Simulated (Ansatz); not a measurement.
**Site preference of a vacancy of N in random wurtzite alloy of AlN and GaN (72 atoms)**

At which site of random wurtzite alloy of AlN and GaN (72 atoms) does a vacancy of N cost least, and what about the site decides it?

Calculated with Ansatz 0.2.0; Kohn-Sham DFT, PBEsol, PAW (set soft_1), plane waves.

## Step 1: The structure

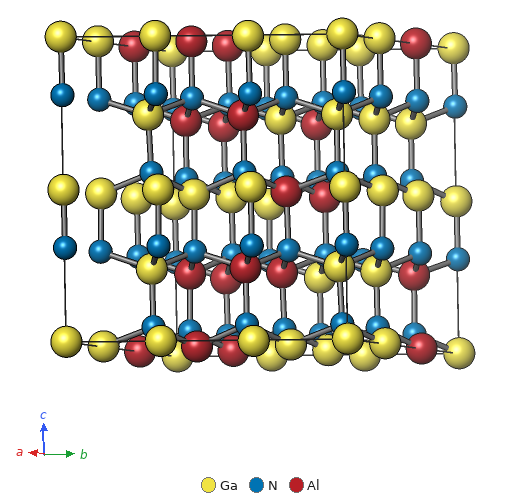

The cell as given, slightly off an axis (gallium yellow, nitrogen blue, aluminium red). Bonds to atoms that aren't drawn are left out. Some periodic images of atoms are drawn too.

The cell holds 72 atoms: 22 Ga, 36 N and 14 Al. Its edges and angles: a = 9.477 Å, b = 9.477 Å, c = 10.212 Å, α = 90.0°, β = 90.0°, γ = 120.0°. It derives from AlN (wurtzite) and GaN, repeated 3×3×2. Wurtzite AlN, 3 x 3 x 2 conventional cells, 22 of 36 Al sites given to Ga at random (x = 0.611), lattice by Vegard's rule (a = 3.159 Å, c = 5.106 Å); not relaxed, displaced by a Gaussian of 0.02 Å.

Coordinates:

```cif
data_structure
_symmetry_space_group_name_H-M 'P 1'
_symmetry_Int_Tables_number 1
_cell_length_a 9.4773
_cell_length_b 9.4773
_cell_length_c 10.2122
_cell_angle_alpha 90.000
_cell_angle_beta 90.000
_cell_angle_gamma 120.000
_cell_volume 794.36
loop_
_atom_site_label
_atom_site_type_symbol
_atom_site_fract_x
_atom_site_fract_y
_atom_site_fract_z
_atom_site_occupancy
Ga1 Ga 0.00175 0.00210 0.00106 1
N2 N 0.11097 0.22509 0.06092 1
Al3 Al 0.11106 0.22216 0.24813 1
N4 N 0.99677 0.00157 0.30940 1
Ga5 Ga 0.00144 0.00160 0.49913 1
N6 N 0.10950 0.22444 0.56094 1
Al7 Al 0.11062 0.22396 0.74725 1
N8 N 0.00298 0.00471 0.80960 1
Ga9 Ga 0.99935 0.33637 0.00044 1
N10 N 0.10480 0.55229 0.06073 1
Ga11 Ga 0.10873 0.55464 0.24851 1
N12 N 0.99881 0.33456 0.31128 1
Ga13 Ga 0.00175 0.33775 0.49647 1
N14 N 0.11028 0.55478 0.56166 1
Al15 Al 0.10681 0.55213 0.74993 1
N16 N 0.99953 0.33497 0.80983 1
Ga17 Ga 0.99628 0.66498 0.99736 1
N18 N 0.11083 0.88759 0.05884 1
Al19 Al 0.10931 0.88932 0.25379 1
N20 N 0.99680 0.66459 0.30988 1
Ga21 Ga 0.99401 0.66392 0.50257 1
N22 N 0.11147 0.88868 0.56272 1
Ga23 Ga 0.11450 0.89011 0.74908 1
N24 N 0.00173 0.67032 0.80769 1
Al25 Al 0.33720 0.00105 0.00055 1
N26 N 0.44713 0.22273 0.05995 1
Al27 Al 0.44668 0.22704 0.24819 1
N28 N 0.33067 0.99882 0.31235 1
Ga29 Ga 0.33366 0.99806 0.50205 1
N30 N 0.44485 0.21936 0.55865 1
Al31 Al 0.44530 0.22201 0.74904 1
N32 N 0.33177 0.00002 0.81258 1
Al33 Al 0.33672 0.33259 0.99940 1
N34 N 0.44571 0.55825 0.06191 1
Al35 Al 0.44396 0.55233 0.24909 1
N36 N 0.33442 0.33682 0.31347 1
Ga37 Ga 0.33646 0.33560 0.50215 1
N38 N 0.44978 0.56217 0.56019 1
Ga39 Ga 0.45066 0.55956 0.75187 1
N40 N 0.33564 0.33570 0.80752 1
Ga41 Ga 0.32956 0.66641 0.99886 1
N42 N 0.44430 0.88882 0.06543 1
Ga43 Ga 0.44166 0.88616 0.25007 1
N44 N 0.33177 0.66652 0.31003 1
Al45 Al 0.33231 0.66557 0.50026 1
N46 N 0.44090 0.88823 0.56207 1
Ga47 Ga 0.44650 0.89163 0.74881 1
N48 N 0.33695 0.66969 0.80977 1
Ga49 Ga 0.67040 0.00342 0.00179 1
N50 N 0.78068 0.22516 0.05738 1
Ga51 Ga 0.77936 0.22243 0.24835 1
N52 N 0.66831 0.99815 0.31239 1
Ga53 Ga 0.66786 0.00379 0.50262 1
N54 N 0.77528 0.22582 0.56312 1
Ga55 Ga 0.78243 0.22056 0.75349 1
N56 N 0.66852 0.00350 0.81074 1
Al57 Al 0.66573 0.33303 0.99826 1
N58 N 0.77682 0.55571 0.06286 1
Al59 Al 0.77487 0.55349 0.24914 1
N60 N 0.66769 0.33260 0.30927 1
Ga61 Ga 0.66504 0.33264 0.49684 1
N62 N 0.77950 0.55818 0.56137 1
Al63 Al 0.77555 0.55488 0.74887 1
N64 N 0.66476 0.33156 0.81200 1
Ga65 Ga 0.66553 0.66649 0.00158 1
N66 N 0.78171 0.89612 0.06031 1
Ga67 Ga 0.77633 0.88646 0.24942 1
N68 N 0.66814 0.66565 0.31033 1
Al69 Al 0.66676 0.66092 0.50285 1
N70 N 0.78006 0.88809 0.55681 1
Ga71 Ga 0.77718 0.88965 0.74875 1
N72 N 0.66422 0.66569 0.81059 1
```

Limits known from the start: Only the Γ point is sampled, in a cell whose shortest periodic width is 8 Å.

## Step 2: Single point at the start

The forces at the start show how far the geometry lies from a minimum of this functional.

The input, input.yaml:

```yaml
crystal:
  lattice:
    - [9.4773, 0.0, 0.0]
    - [-4.73865, 8.20758, 0.0]
    - [0.0, 0.0, 10.2122]
  atoms:
    - { symbol: Ga, position: [0.00175, 0.0021, 0.00106] }
    - { symbol: "N", position: [0.11097, 0.22509, 0.06092] }
    - { symbol: Al, position: [0.11106, 0.22216, 0.24813] }
    - { symbol: "N", position: [0.99677, 0.00157, 0.3094] }
    - { symbol: Ga, position: [0.00144, 0.0016, 0.49913] }
    - { symbol: "N", position: [0.1095, 0.22444, 0.56094] }
    - { symbol: Al, position: [0.11062, 0.22396, 0.74725] }
    - { symbol: "N", position: [0.00298, 0.00471, 0.8096] }
    - { symbol: Ga, position: [0.99935, 0.33637, 0.00044] }
    - { symbol: "N", position: [0.1048, 0.55229, 0.06073] }
    - { symbol: Ga, position: [0.10873, 0.55464, 0.24851] }
    - { symbol: "N", position: [0.99881, 0.33456, 0.31128] }
    - { symbol: Ga, position: [0.00175, 0.33775, 0.49647] }
    - { symbol: "N", position: [0.11028, 0.55478, 0.56166] }
    - { symbol: Al, position: [0.10681, 0.55213, 0.74993] }
    - { symbol: "N", position: [0.99953, 0.33497, 0.80983] }
    - { symbol: Ga, position: [0.99628, 0.66498, 0.99736] }
    - { symbol: "N", position: [0.11083, 0.88759, 0.05884] }
    - { symbol: Al, position: [0.10931, 0.88932, 0.25379] }
    - { symbol: "N", position: [0.9968, 0.66459, 0.30988] }
    - { symbol: Ga, position: [0.99401, 0.66392, 0.50257] }
    - { symbol: "N", position: [0.11147, 0.88868, 0.56272] }
    - { symbol: Ga, position: [0.1145, 0.89011, 0.74908] }
    - { symbol: "N", position: [0.00173, 0.67032, 0.80769] }
    - { symbol: Al, position: [0.3372, 0.00105, 0.00055] }
    - { symbol: "N", position: [0.44713, 0.22273, 0.05995] }
    - { symbol: Al, position: [0.44668, 0.22704, 0.24819] }
    - { symbol: "N", position: [0.33067, 0.99882, 0.31235] }
    - { symbol: Ga, position: [0.33366, 0.99806, 0.50205] }
    - { symbol: "N", position: [0.44485, 0.21936, 0.55865] }
    - { symbol: Al, position: [0.4453, 0.22201, 0.74904] }
    - { symbol: "N", position: [0.33177, 2.0e-05, 0.81258] }
    - { symbol: Al, position: [0.33672, 0.33259, 0.9994] }
    - { symbol: "N", position: [0.44571, 0.55825, 0.06191] }
    - { symbol: Al, position: [0.44396, 0.55233, 0.24909] }
    - { symbol: "N", position: [0.33442, 0.33682, 0.31347] }
    - { symbol: Ga, position: [0.33646, 0.3356, 0.50215] }
    - { symbol: "N", position: [0.44978, 0.56217, 0.56019] }
    - { symbol: Ga, position: [0.45066, 0.55956, 0.75187] }
    - { symbol: "N", position: [0.33564, 0.3357, 0.80752] }
    - { symbol: Ga, position: [0.32956, 0.66641, 0.99886] }
    - { symbol: "N", position: [0.4443, 0.88882, 0.06543] }
    - { symbol: Ga, position: [0.44166, 0.88616, 0.25007] }
    - { symbol: "N", position: [0.33177, 0.66652, 0.31003] }
    - { symbol: Al, position: [0.33231, 0.66557, 0.50026] }
    - { symbol: "N", position: [0.4409, 0.88823, 0.56207] }
    - { symbol: Ga, position: [0.4465, 0.89163, 0.74881] }
    - { symbol: "N", position: [0.33695, 0.66969, 0.80977] }
    - { symbol: Ga, position: [0.6704, 0.00342, 0.00179] }
    - { symbol: "N", position: [0.78068, 0.22516, 0.05738] }
    - { symbol: Ga, position: [0.77936, 0.22243, 0.24835] }
    - { symbol: "N", position: [0.66831, 0.99815, 0.31239] }
    - { symbol: Ga, position: [0.66786, 0.00379, 0.50262] }
    - { symbol: "N", position: [0.77528, 0.22582, 0.56312] }
    - { symbol: Ga, position: [0.78243, 0.22056, 0.75349] }
    - { symbol: "N", position: [0.66852, 0.0035, 0.81074] }
    - { symbol: Al, position: [0.66573, 0.33303, 0.99826] }
    - { symbol: "N", position: [0.77682, 0.55571, 0.06286] }
    - { symbol: Al, position: [0.77487, 0.55349, 0.24914] }
    - { symbol: "N", position: [0.66769, 0.3326, 0.30927] }
    - { symbol: Ga, position: [0.66504, 0.33264, 0.49684] }
    - { symbol: "N", position: [0.7795, 0.55818, 0.56137] }
    - { symbol: Al, position: [0.77555, 0.55488, 0.74887] }
    - { symbol: "N", position: [0.66476, 0.33156, 0.812] }
    - { symbol: Ga, position: [0.66553, 0.66649, 0.00158] }
    - { symbol: "N", position: [0.78171, 0.89612, 0.06031] }
    - { symbol: Ga, position: [0.77633, 0.88646, 0.24942] }
    - { symbol: "N", position: [0.66814, 0.66565, 0.31033] }
    - { symbol: Al, position: [0.66676, 0.66092, 0.50285] }
    - { symbol: "N", position: [0.78006, 0.88809, 0.55681] }
    - { symbol: Ga, position: [0.77718, 0.88965, 0.74875] }
    - { symbol: "N", position: [0.66422, 0.66569, 0.81059] }
kpoints:
  mp_grid: { grid: [1, 1, 1] }
hamiltonian:
  xc: pbesol
  pseudopotentials: { kind: paw, azcp: { folder: soft_1 }, xc_functional: pbe }
scf:
  occupations: { method: fixed }
output:
  forces: true
```

Run with:

```console
> ansatz run input.yaml --threads 4 --pin off --max-ram 8192MiB --backend cpu --events-out ev --progress --plain --runs-dir out
```

Numbers of over 12 decimals in the logs are rounded to 6 here.

Output:

```text
Engine: ansatz 0.2.0, x86_64-unknown-linux-gnu
Pseudopotentials: kind: paw
Pseudopotential: Ga, paw, valence charge 13, recommended cutoff 420 eV (normal), soft_1/Ga.paw.azcp
Pseudopotential: N, paw, valence charge 5, recommended cutoff 420 eV (normal), soft_1/N.paw.azcp
Pseudopotential: Al, paw, valence charge 3, recommended cutoff 420 eV (normal), soft_1/Al.paw.azcp
Functional definition: PBEsol
  exchange = pbesol_x
  correlation = pbesol_c
Crystal: 72 atoms, lattice volume = 794.363 Å³
Basis set: ecut = 420 eV, 15467 PW (Γ), exchange–correlation on 128×128×144 points (8 copies of the dense FFT grid, shifted against one another)
Bands: 326, of which v1, the nominal top of the filled ones, is band 254 counted from 1 (253 counted from 0)
Symmetry: 1 space group operations
Space group: P1 (ITA 1), of the structure as read, at distance tolerance 9.3e-5 Å
k-points: 1
Non-local potential: Ga, projectors of the file, l = 0: 2, l = 1: 2, l = 2: 3, l = 3: 1
Non-local potential: N, projectors of the file, l = 0: 2, l = 1: 2, l = 2: 1
Non-local potential: Al, projectors of the file, l = 0: 2, l = 1: 2, l = 2: 1
PAW form: soft (Blöchl's): semilocal exchange-correlation on the pseudo side does not see the compensation charge
PAW frozen core: Ga, regenerated for the run's functional, and the local potential with it (the file was generated under x = pbe(κ = 0.804, μ = 0.219515), c = pbe(β = 0.066725))
PAW frozen core: N, regenerated for the run's functional, and the local potential with it (the file was generated under x = pbe(κ = 0.804, μ = 0.219515), c = pbe(β = 0.066725))
PAW frozen core: Al, regenerated for the run's functional, and the local potential with it (the file was generated under x = pbe(κ = 0.804, μ = 0.219515), c = pbe(β = 0.066725))
PAW one-centre angular grid: Ga, 590 points (default); XC on 64 Gauss nodes
PAW one-centre angular grid: N, 110 points (default); XC on 64 Gauss nodes
PAW one-centre angular grid: Al, 110 points (default); XC on 64 Gauss nodes
Initial density: superposition of atomic densities (chi_scale 0.1, normalization cell, long waves kept (reshape's long-wave potential 0.35 eV rms))
Initial wavefunctions: pseudopotential atomic-orbital guess
Functional: x = pbesol(κ = 0.804, μ = 0.123457), c = pbesol(β = 0.046)
SCF iter   1: F=—  HF=-103412.531835 eV  |F-HF|=—  |Δ(HF+E_count)|=         —  Δρ=1.18e-1  dr2=1.08e2  ethr=3.10e-3  ⟨swp⟩=4.0  Hψ=886  notcnv=0  defer=69
preconditioner: auto → Resta (q_TF=auto, 2.532 Å⁻¹)  ε∞=4.2  [insulator: Δε(μ)=3.558 eV  Ē_g=16.581 eV  n_scr=212 (ndim 8)  ℏωp=29.7 eV  f_vac=0.000  ε∞_Penn≈4.2]
SCF iter   2: F=—  HF=-103382.997406 eV  |F-HF|=—  |Δ(HF+E_count)|=    2.95e1  Δρ=4.77e-2  dr2=1.13e1  ethr=3.10e-3  ⟨swp⟩=3.0  Hψ=600  notcnv=0  defer=68
SCF iter   3: F=—  HF=-103380.132613 eV  |F-HF|=—  |Δ(HF+E_count)|=    2.86e0  Δρ=1.95e-2  dr2=2.26e0  ethr=2.23e-3  ⟨swp⟩=3.0  Hψ=265  notcnv=0  defer=70
SCF iter   4: F=—  HF=-103379.602868 eV  |F-HF|=—  |Δ(HF+E_count)|=   5.30e-1  Δρ=2.67e-3  dr2=4.94e-2  ethr=4.46e-4  ⟨swp⟩=4.0  Hψ=602  notcnv=0  defer=69
SCF iter   5: F=—  HF=-103379.632208 eV  |F-HF|=—  |Δ(HF+E_count)|=   2.93e-2  Δρ=2.31e-3  dr2=2.28e-2  ethr=9.73e-6  ⟨swp⟩=3.0  Hψ=516  notcnv=0  defer=70
SCF iter   6: F=—  HF=-103379.623497 eV  |F-HF|=—  |Δ(HF+E_count)|=   8.71e-3  Δρ=3.68e-4  dr2=8.86e-4  ethr=4.48e-6  ⟨swp⟩=2.0  Hψ=515  notcnv=0  defer=70
SCF iter   7: F=—  HF=-103379.623839 eV  |F-HF|=—  |Δ(HF+E_count)|=   3.42e-4  Δρ=1.63e-4  dr2=2.12e-4  ethr=1.74e-7  ⟨swp⟩=2.0  Hψ=514  notcnv=0  defer=70
SCF iter   8: F=—  HF=-103379.623860 eV  |F-HF|=—  |Δ(HF+E_count)|=   2.09e-5  Δρ=8.11e-5  dr2=5.18e-5  ethr=4.18e-8  ⟨swp⟩=2.0  Hψ=514  notcnv=0  defer=68
SCF iter   9: F=—  HF=-103379.624013 eV  |F-HF|=—  |Δ(HF+E_count)|=   1.53e-4  Δρ=1.94e-5  dr2=2.91e-6  ethr=1.02e-8  ⟨swp⟩=2.0  Hψ=434  notcnv=0  defer=69
SCF iter  10: F=—  HF=-103379.624014 eV  |F-HF|=—  |Δ(HF+E_count)|=   1.46e-6  Δρ=1.30e-5  dr2=1.34e-6  ethr=5.72e-10  ⟨swp⟩=2.0  Hψ=514  notcnv=0  defer=69
SCF iter  11: F=-103379.624014 eV  HF=-103379.624014 eV  |F-HF|=2.26e-8  |Δ(HF+E_count)|=   2.83e-7  Δρ=2.07e-6  dr2=2.03e-8  ethr=1.97e-11  ⟨swp⟩=2.0  Hψ=1097  notcnv=0
SCF 1 converged in 11 iterations: F = -103379.624014 eV  dr2 = 2.03e-8
  greatest PAW one-centre occupation: 0.996 electrons in one spin orbital (limit 2), on the Ga atom at site 38 (counted from 0), in its partial waves of l = 2
SCF converged after 11 iterations
Free energy (F): -103379.624014 eV
Harris-Foulkes:  -103379.624014 eV  (|F-HF|=2.26e-8)
Internal energy: -103379.624014 eV  (E = F + TS)
E sigma→0 (E₀):  -103379.624014 eV
Fermi energy:    8.759710 eV
--- Per-component energies (eV) ---
  E_band       = -65.625374
  E_kinetic    = 7491.087100
  E_local      = -42747.266917  (includes V_loc(G=0)·N_el)
  E_nonlocal   = -553.827577
  E_hartree    = 25030.351124
  E_xc         = -4039.835416
  E_vxc        = -4365.164945  (∫ρ·V_xc dr)
  E_paw        = -53901.738767  (= ΣΔE_a)
  E_vpaw       = -9951.188840  (= ΣTr[D̂ρ^β])
  E_aug_tail   = 0.026673  (compensation charges beyond the density's cutoff)
  E_ewald      = -34678.685279
  E_core_change = 20.265045  (= ΣΔE_core)
  E_smearing   = -0.000000  (= −TS)
  E_closure    = 0.000000  (closes the sum)
  Σ components = -103379.624014   (vs F -103379.624014, Δ=0.00e0)
--- Forces (eV/Å), atoms counted from 1 ---
  atom   1  Ga     0.26359546    -0.00951260    -0.44417956
  atom   2  N      1.15331962     0.53542501     0.43017405
  atom   3  Al    -0.19231856     0.17114468     0.47871340
  atom   4  N      1.30648216     0.45353725    -0.46261141
  atom   5  Ga     0.00261984     0.01744932     0.02655344
  atom   6  N      0.41879672     0.08569178     0.49956579
  atom   7  Al     0.25816816     0.08375026     0.47509577
  atom   8  N     -0.19200651     0.33601661    -0.21437528
  atom   9  Ga     0.55190574    -0.47811445    -0.41823572
  atom  10  N      0.38614081     0.73641470    -0.18997898
  atom  11  Ga    -0.00529892     0.35996902     0.32758843
  atom  12  N      0.99076246    -0.56785637    -0.79645150
  atom  13  Ga    -0.36352315    -0.54699485     0.58295006
  atom  14  N      0.58694424     0.66937486     0.47962038
[...]
atom  71  Ga     0.48207797     0.12624722    -0.09821085
  atom  72  N      1.60296049     0.26047362     0.04748005
  max |Σ_I F_I| component: 3.40e-5 eV/Å
```

It took 3.5 s on 4 threads of AMD EPYC 9B45 (Zen 5), shared host; peak memory 1.1 GiB.

In the SCF lines HF is the Harris–Foulkes energy and dr2 the Hartree energy of the density residual, in eV; the loop may stop once dr2 is under the threshold and the program's other checks hold. Hψ counts applications of the Hamiltonian.

The r.m.s. force at the start is 0.56 eV/Å.

## Step 3: Relaxation

The atoms are relaxed in the fixed cell, aiming at the force tolerance of the input.

The input, input.yaml:

```yaml
crystal:
  lattice:
    - [9.4773, 0.0, 0.0]
    - [-4.73865, 8.20758, 0.0]
    - [0.0, 0.0, 10.2122]
  atoms:
    [... the 72 atom lines of step 2 ...]
kpoints:
  mp_grid: { grid: [1, 1, 1] }
hamiltonian:
  xc: pbesol
  pseudopotentials: { kind: paw, azcp: { folder: soft_1 }, xc_functional: pbe }
scf:
  occupations: { method: fixed }
output:
  forces: true
relax:
  f_tol: 0.05
  max_steps: 120
```

Output:

```text
[...]
Crystal: 72 atoms, lattice volume = 794.363 Å³
Basis set: ecut = 420 eV, 15467 PW (Γ), exchange–correlation on 128×128×144 points (8 copies of the dense FFT grid, shifted against one another)
Bands: 326, of which v1, the nominal top of the filled ones, is band 254 counted from 1 (253 counted from 0)
Symmetry: 1 space group operations
[...]
k-points: 1
[...]
SCF iter   1: F=—  HF=-103412.531835 eV  |F-HF|=—  |Δ(HF+E_count)|=         —  Δρ=1.18e-1  dr2=1.08e2  ethr=3.10e-3  ⟨swp⟩=4.0  Hψ=886  notcnv=0  defer=69
[...]
SCF iter   7: F=—  HF=-103379.623971 eV  |F-HF|=—  |Δ(HF+E_count)|=   3.30e-4  Δρ=1.64e-4  dr2=2.14e-4  ethr=1.75e-7  ⟨swp⟩=2.0  Hψ=514  notcnv=0  defer=70
SCF iter   8: F=-103379.623990 eV  HF=-103379.624009 eV  |F-HF|=1.90e-5  |Δ(HF+E_count)|=   3.82e-5  Δρ=8.10e-5  dr2=5.18e-5  ethr=1.23e-8  ⟨swp⟩=2.0  Hψ=951  notcnv=0
SCF 1 converged in 8 iterations: F = -103379.623990 eV  dr2 = 5.18e-5
[...]
relax step   1: F+E_penalty+E_count = -103379.62398988 eV  Δ(F+E_penalty+E_count) = +0.000e0 eV  max|allowed force component| = 1.603e0 eV/Å  Δτ_max = 0.0000 Å  (8 SCF iters, dr2 threshold 6.25e-5 eV, accepted)
[...]
relax step   2: F+E_penalty+E_count = -103380.76136681 eV  Δ(F+E_penalty+E_count) = -1.137e0 eV  max|allowed force component| = 8.527e-1 eV/Å  Δτ_max = 0.0558 Å  (6 SCF iters, dr2 threshold 1.00e-4 eV, accepted)
[...]
relax step   3: F+E_penalty+E_count = -103381.13070638 eV  Δ(F+E_penalty+E_count) = -3.693e-1 eV  max|allowed force component| = 3.417e-2 eV/Å  Δτ_max = 0.0442 Å  (6 SCF iters, dr2 threshold 4.54e-5 eV, accepted)
[...]
relax step   4: F+E_penalty+E_count = -103381.13070747 eV  Δ(F+E_penalty+E_count) = -1.097e-6 eV  max|allowed force component| = 3.411e-2 eV/Å  Δτ_max = 0.0000 Å  (4 SCF iters, accepted)
SCF converged after 4 iterations
Free energy (F): -103381.130707 eV
[...]
Internal energy: -103381.130707 eV  (E = F + TS)
E sigma→0 (E₀):  -103381.130707 eV
Fermi energy:    8.688885 eV
[...]
Σ components = -103381.130707   (vs F -103381.130707, Δ=0.00e0)
--- Forces (eV/Å), atoms counted from 1 ---
  atom   1  Ga     0.01509854     0.01476275     0.01302553
  atom   2  N     -0.02069344    -0.02915752    -0.01419149
  atom   3  Al     0.01464322     0.00510895    -0.01547776
  atom   4  N     -0.01040479    -0.00626075    -0.00504370
[...]
atom  72  N      0.01224792     0.01079851     0.00803453
  max |Σ_I F_I| component: 3.67e-5 eV/Å
--- Relaxed structure (4 steps of the walk, 4 accepted, 0 SCFs on fresh bases) ---
  F+E_penalty+E_count = -103381.13070747 eV   max|allowed force component| = 3.411e-2 eV/Å
  atoms:
    - { symbol: Ga, position: [0.00216888, 0.00170813, 0.000553394] }
    - { symbol: N, position: [0.116346, 0.225787, 0.063590] }
    - { symbol: Al, position: [0.112979, 0.223080, 0.249638] }
    - { symbol: N, position: [1.005583, 0.0035214, 0.306775] }
[...]
- { symbol: N, position: [0.668508, 0.664534, 0.809489] }
```

It took 7.8 s on 4 threads; peak memory 1.1 GiB.

The relaxation converged after 4 steps, 1.51 eV below its start, with a largest force component of 0.034 eV/Å.

(Continued in part 2 of 3.)

[Logs are printed without paths, hosts, clocks, repeated set-up lines and the standing remarks that a program may print on its own settings, such as how far it seeks lower states.]

[Hosts, paths, dates, database ids (printed as entryN), source tags and the programs' standing remarks are cut or masked in the printed files.]
